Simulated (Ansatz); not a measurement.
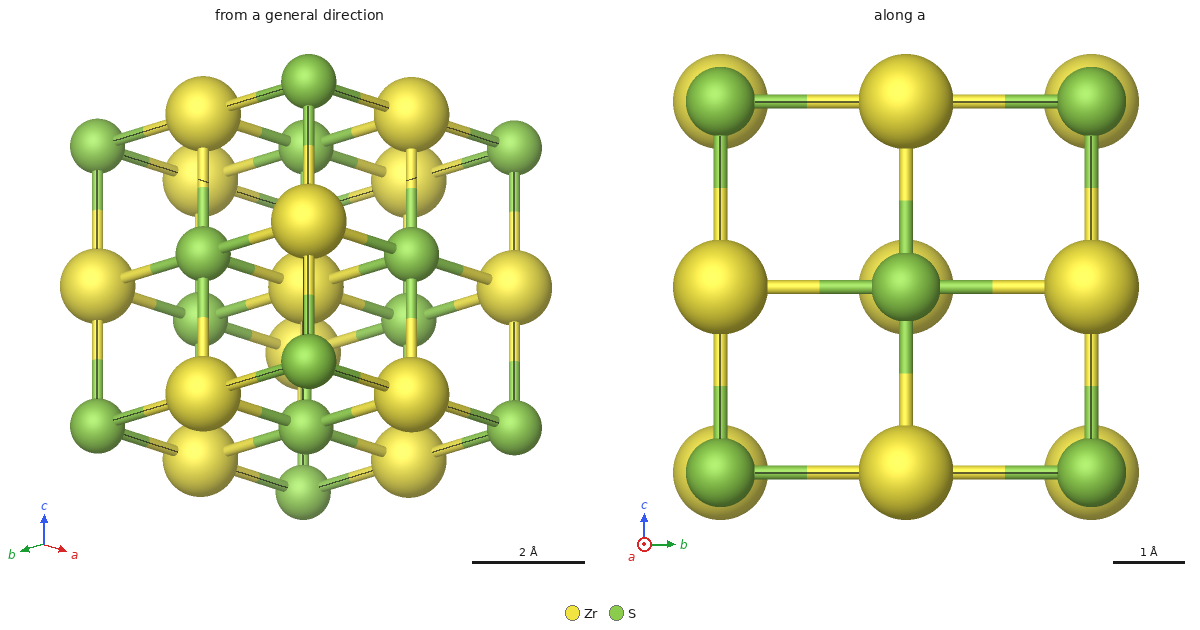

View from a general direction and along the a axis, drawn as a ball-and-stick model. The frame is the conventional unit cell; atoms at its boundary are shown with their periodic copies.

Q: Read off the composition.

A: ZrS. The cell holds 4 Zr, 4 S, counting shared atoms by their share.

Q: To which lattice type does it belong?

A: Face-centred cubic.

Q: Name the space group.

A: Fm-3m (No. 225), with Zr on 4b and S on 4a.

Q: Give the prototype.

A: Rock salt (NaCl type).

Q: In how many dimensions do the bonds extend?

A: The bonds build a three-dimensional framework.

The initial geometry was a structure type known for this compound. Earlier steps of the study may have refined or changed the cell and positions. It went into a calculation with Ansatz.

At this level of theory the cell isn't at rest (stretched, at -8 GPa), so its distances can differ from those at equilibrium, the more so the softer the solid.
